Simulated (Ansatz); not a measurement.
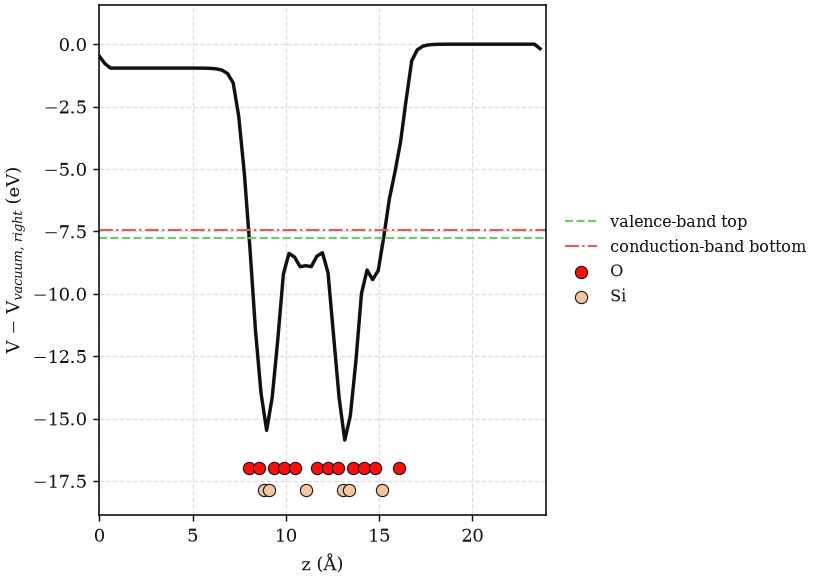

Plane-averaged electrostatic potential energy of an electron across the slab; circles at the bottom mark the heights of the atoms (positions after relaxation).

This input was run:

```
crystal:
  lattice:
    - [4.9152816276, 0.0, 0.0]
    - [0.0, 5.422087407, 0.0]
    - [0.0, 0.0, 23.926851914]
  atoms:
    - { symbol: O, position: [0.726843589, 0.7797716533, 0.3343523849] }
    - { symbol: O, position: [0.9310901049, 0.2202283467, 0.3585769994] }
    - { symbol: Si, position: [0.2330595199, 0.3333333333, 0.3685345642] }
    - { symbol: Si, position: [0.7330595199, 0.0, 0.3805898964] }
    - { symbol: O, position: [0.4310901049, 0.1131049867, 0.3905474612] }
    - { symbol: O, position: [0.226843589, 0.55356168, 0.4147720757] }
    - { symbol: O, position: [0.842066306, 0.8868950133, 0.4392912059] }
    - { symbol: Si, position: [0.0338809602, 0.6666666667, 0.4635158204] }
    - { symbol: O, position: [0.842066306, 0.44643832, 0.4877404349] }
    - { symbol: O, position: [0.226843589, 0.7797716533, 0.5122595651] }
    - { symbol: O, position: [0.4310901049, 0.2202283467, 0.5364841796] }
    - { symbol: Si, position: [0.7330595199, 0.3333333333, 0.5464417444] }
    - { symbol: Si, position: [0.2330595199, 0.0, 0.5584970766] }
    - { symbol: O, position: [0.9310901049, 0.1131049867, 0.5684546414] }
    - { symbol: O, position: [0.726843589, 0.55356168, 0.5926792559] }
    - { symbol: O, position: [0.342066306, 0.8868950133, 0.6171983862] }
    - { symbol: Si, position: [0.5338809602, 0.6666666667, 0.6414230006] }
    - { symbol: O, position: [0.342066306, 0.44643832, 0.6656476151] }
basis:
  ecutwfc: 420
kpoints:
  mp_grid: { grid: [3, 3, 1] }
hamiltonian:
  xc: pbe
  dispersion: d3bj
scf:
  occupations: { method: gaussian, width: 0.05 }
output:
  forces: true
  eigenvalues: true
  write_density: true
  write_potential: true
  elf: true
  volumetric_format: npy
relax:
  adjacent_minimum: "off"
  f_tol: 0.03
  max_steps: 70
  constraints: [{ sites: [0, 1, 2, 3, 4, 5, 6, 7, 8] }]
efield:
  axis: 3
  dipole_correction: true
  ramp_width: 0.04
```

Launched with:
```bash
ansatz run input.yaml --threads 2 --pin off --max-ram 5120MiB --backend cpu --events-out ev --progress --plain --runs-dir out
```

**What are the ionisation potential and the electron affinity of the slab?**

From the vacuum level at the right face the ionisation potential is 7.78 eV and the electron affinity 7.45 eV; at the left face they are 6.82 and 6.49 eV. The slab's gap, their difference before rounding, is 0.33 eV.

**How thick are slab and vacuum?**

The outermost atoms are 8.0 Å apart, which leaves 15.9 Å of vacuum in a cell 23.9 Å high.

**Do the two faces differ, and what does that say about the slab's dipole?**

The vacuum level is 0.96 eV higher at the right than at the left, so the slab carries a dipole along its normal; the ramp in the vacuum, at or near the edge of the plot, is the dipole correction that keeps each side flat. Some atoms were held fixed in the relaxation, which can itself make the faces differ.
